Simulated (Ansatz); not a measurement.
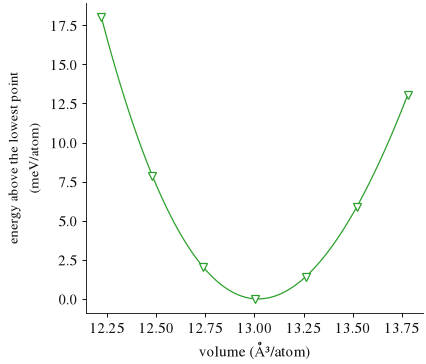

The picture above shows the energy above the lowest point against volume for CuO₃, space group Pm-3m (No. 221) (one of a set of cubic test structures, which need not be the stable phase).

Method: equation of state of a cubic crystal from periodic Kohn-Sham density functional theory without spin, third-order Birch-Murnaghan fit to the free energies; pressure corrected for the finite basis (Ansatz 0.2.0 development build). Level: PBE.

- structure type: ReO3
- atoms in cell: 4
- space group number: 221
- lattice centring: simple cubic
- k mesh: 29×29×29
- occupation method: Fermi–Dirac
- occupation width: 0.06123 eV
- wave cutoff: 420 eV
- datasets: soft-1 PAW
- density tolerance: 1e−07 eV
- bands: 23
- density cutoff ratio: 4
- search for lower states: default

From this curve and the settings, what does the calculation give for the pressure at the same points?

The pressure falls from 7.7 GPa at volume 12.22 Å³/atom to −5.2 GPa at 13.78 Å³/atom, and changes sign near 13.02 Å³/atom.

| volume (Å³/atom) | pressure (GPa) |
| --- | --- |
| 12.22 | 7.7 |
| 12.48 | 4.9 |
| 12.74 | 2.4 |
| 13.00 | 0.1 |
| 13.26 | −1.8 |
| 13.52 | −3.6 |
| 13.78 | −5.2 |

Note: cubic model structure, not the ambient form; no spin polarisation, a magnetic state may lie lower.
